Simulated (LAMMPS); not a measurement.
**NaCl: single-point calculation**

System: NaCl (2 atoms in the cell).
Method: classical potential ffield.eim (style eim) (LAMMPS 22 Jul 2025 update 4).

The structure derives from an entry of the Crystallography Open Database. The geometry comes from this level: r2SCAN.

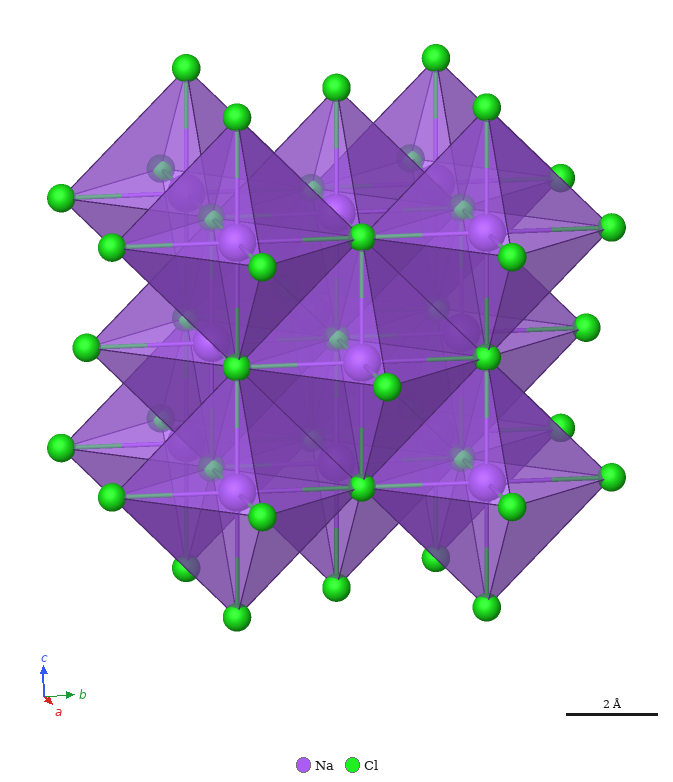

Figure 1. The structure as given in the input (polyhedral view of the cell 4 times as large as that of the calculation, set on its symmetry axes, seen slightly off an axis; polyhedra are completed across the faces of the cell).

Results in brief:

```tsv
quantity	value
outcome	converged
space group (tolerance 0.01 Å)	Fm-3m (225)
potential energy	−6.6270 eV
pressure	1.34 GPa
largest force (length of the vector)	under 0.001 eV/Å
hardware	1 thread of Arm Neoverse N1, 98 GiB of memory available, shared host
peak memory	0.034 GiB
```

Input:
```
units metal
boundary p p p
atom_style charge
read_data data.lmp
pair_style eim
pair_coeff * * Na Cl ffield.eim Na Cl
thermo_style custom step pe press pxx pyy pzz pyz pxz pxy vol fmax
thermo_modify format float %.8f
dump 1 all custom 1 dump.lmp id type x y z fx fy fz
dump_modify 1 sort id format float %.8f
run 0
```

File data.lmp:
```
crystal

2 atoms
2 atom types

0.0 3.96366152 xlo xhi
0.0 3.43263156 ylo yhi
0.0 3.23631608 zlo zhi
1.98183076 1.98183076 1.14421052 xy xz yz

Masses

1 22.9898
2 35.4500

Atoms

1 1 0.0 3.96366152 0.00000000 0.00000000
2 2 0.0 3.96366152 2.28842104 1.61815804
```

Launch command:
```bash
lmp -in in.lmp -log none -nocite
```

Output:
```
using 1 OpenMP thread(s) per MPI task
Reading data file ...
  triclinic box = (0 0 0) to (3.9636615 3.4326316 3.2363161) with tilt (1.9818308 1.9818308 1.1442105)
WARNING: Triclinic box skew is large. LAMMPS will run inefficiently. (src/src/domain.cpp:221)
  1 by 1 by 1 MPI processor grid
  reading atoms ...
  2 atoms
  read_data CPU = 0.001 seconds
WARNING: No fixes with time integration, atoms won't move
Neighbor list info ...
  max neighbors/atom: 2000, page size: 100000
  master list distance cutoff = 9.606
  ghost atom cutoff = 9.606
  binsize = 4.803, bins = 2 1 1
  1 neighbor lists, perpetual/occasional/extra = 1 0 0
  (1) pair eim, perpetual
      attributes: half, newton on
      pair build: half/bin/atomonly/newton/tri
      stencil: half/bin/3d/tri
      bin: standard
Setting up Verlet run ...
  Unit style    : metal
  Current step  : 0
  Time step     : 0.001
Per MPI rank memory allocation (min/avg/max) = 3.363 | 3.363 | 3.363 Mbytes
   Step         PotEng         Press           Pxx            Pyy            Pzz            Pyz            Pxz            Pxy           Volume          Fmax
         0  -6.62696100 13362.44220628 13362.44119178 13362.44441841 13362.44100865 0.00024261 0.00000000 0.00000000 44.03263575 0.00000000
Loop time of 2.502e-06 on 1 procs for 0 steps with 2 atoms

79.9% CPU use with 1 MPI tasks x 1 OpenMP threads

MPI task timing breakdown:
Section |  min time  |  avg time  |  max time  |%varavg| %total
---------------------------------------------------------------
Pair    | 0          | 0          | 0          |   0.0 |  0.00
Neigh   | 0          | 0          | 0          |   0.0 |  0.00
Comm    | 0          | 0          | 0          |   0.0 |  0.00
Output  | 0          | 0          | 0          |   0.0 |  0.00
Modify  | 0          | 0          | 0          |   0.0 |  0.00
Other   |            | 2.502e-06  |            |       |100.00

Nlocal:              2 ave           2 max           2 min
Histogram: 1 0 0 0 0 0 0 0 0 0
Nghost:            557 ave         557 max         557 min
Histogram: 1 0 0 0 0 0 0 0 0 0
Neighs:            170 ave         170 max         170 min
Histogram: 1 0 0 0 0 0 0 0 0 0

Total # of neighbors = 170
Ave neighs/atom = 85
Neighbor list builds = 0
Dangerous builds = 0
```
